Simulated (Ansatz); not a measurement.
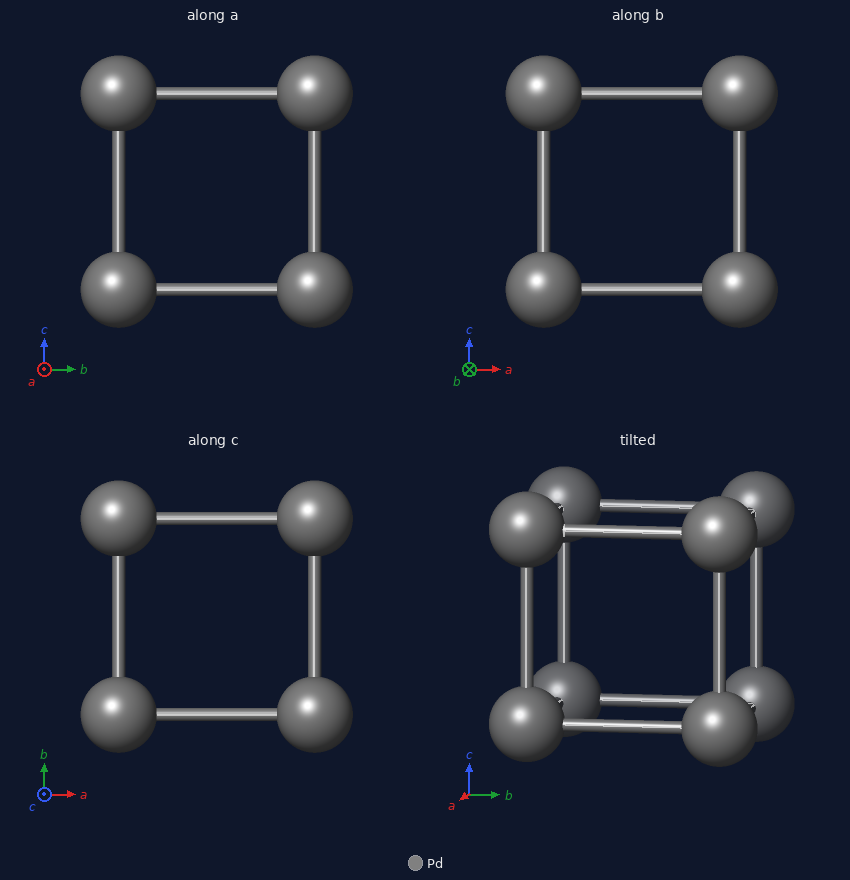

The crystal in a ball-and-stick representation, seen along the a axis, along the b axis, along the c axis and slightly off an axis. The lines enclose the conventional unit cell; boundary atoms appear with their images.

Lattice parameters: a = 2.538 Å, b = 2.538 Å, c = 2.538 Å, α = 90.00°, β = 90.00°, γ = 90.00°.

Q: Reconstruct the structure as a table of Wyckoff sites.

A: Space group Pm-3m (No. 221).
```
atom  site       x       y       z
  Pd    1a  0.0000  0.0000  0.0000
```

The structure was taken from a structure type filled with this element by a generator (whether the element takes this form wasn't checked). The final geometry of a relaxation with Ansatz 0.2.0, DFT, LDA (PW92), plane waves (420 eV) with PAW, scalar-relativistic is shown.
